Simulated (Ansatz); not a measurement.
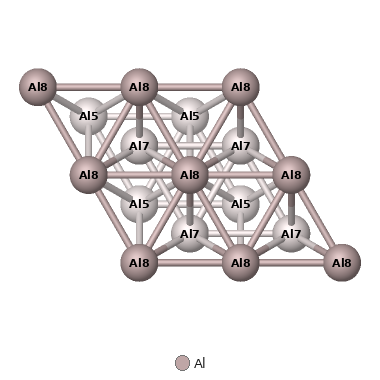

The system is N on an Al(001) slab cut from the P6_3/mmc phase, its upper half relaxed before the scan (8 atoms of substrate and one adsorbate in a 1 × 1 cell); the picture shows it without the atoms that are moved over the map. N is moved over the surface cell; relaxed at each place: the height of the adsorbate's atoms; substrate rigid; the origin of the map has the adsorbate above Al8. Places are given modulo a cell vector. The map is drawn in real space over the plane of the surface. Grid: 6 × 6 points; 10 points were computed and 26 follow by symmetry. Energies are in eV, from the lowest grid point. With one adsorbate in each 1 × 1 cell, its nearest image is 2.9 Å away, so neighbouring adsorbates interact. Level of theory: DFT PBE, scalar-relativistic, plane waves, PAW (Ansatz 0.2.0). Settings: cutoff 420 eV, k-mesh 9×9×1, gaussian smearing 0.1 eV, no spin polarisation.

Range: position of N9 along the first surface vector from 0.000 to 0.833; position of N9 along the second surface vector from 0.000 to 0.833.

Question: What will the energy surface look like?

Answer: The lowest grid point is at a threefold hollow over a second-layer Al atom, (4/6, 2/6) of the cell vectors. A higher local minimum lies near a threefold hollow, (2/6, 4/6) of the cell vectors (0.25 eV above the lowest at that grid point). The highest grid point, the top site over a surface Al atom, (0/6, 0/6) of the cell vectors, lies 4.34 eV above the lowest. On the interpolated surface the easiest way out of the lowest well to the well at a threefold hollow, (2/6, 4/6) of the cell vectors passes a barrier of about 2 eV. At the lowest point the adsorbate has 3 Al at 1.68 Å as nearest neighbours, at the highest 1 Al at 1.84 Å. Its relaxed height above the top atom is 0.35 Å at the lowest and 1.84 Å at the highest point.

```
second ↓, first →   0/6   1/6   2/6   3/6   4/6   5/6
              5/6  4.21  3.81  2.39  2.39  3.81  4.21
              4/6  3.57  2.39  0.25  2.39  3.57  3.84
              3/6  1.97  2.39  2.39  1.97  2.40  2.40
              2/6  3.57  3.81  3.57  2.40  0.00  2.40
              1/6  4.21  4.21  3.84  2.40  2.40  3.84
              0/6  4.34  4.21  3.57  1.97  3.57  4.21
```

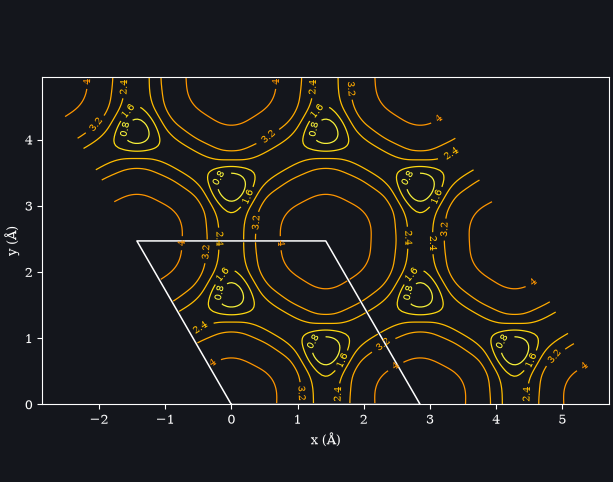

Drawn: contour lines labelled in eV, the outline of one cell of the 2 × 2 shown. Between grid points the surface is interpolated.

Time for the 10 points that were run: 14 min on 1 thread of Arm Neoverse V1, on a shared host.

PAW datasets: the set soft_1.
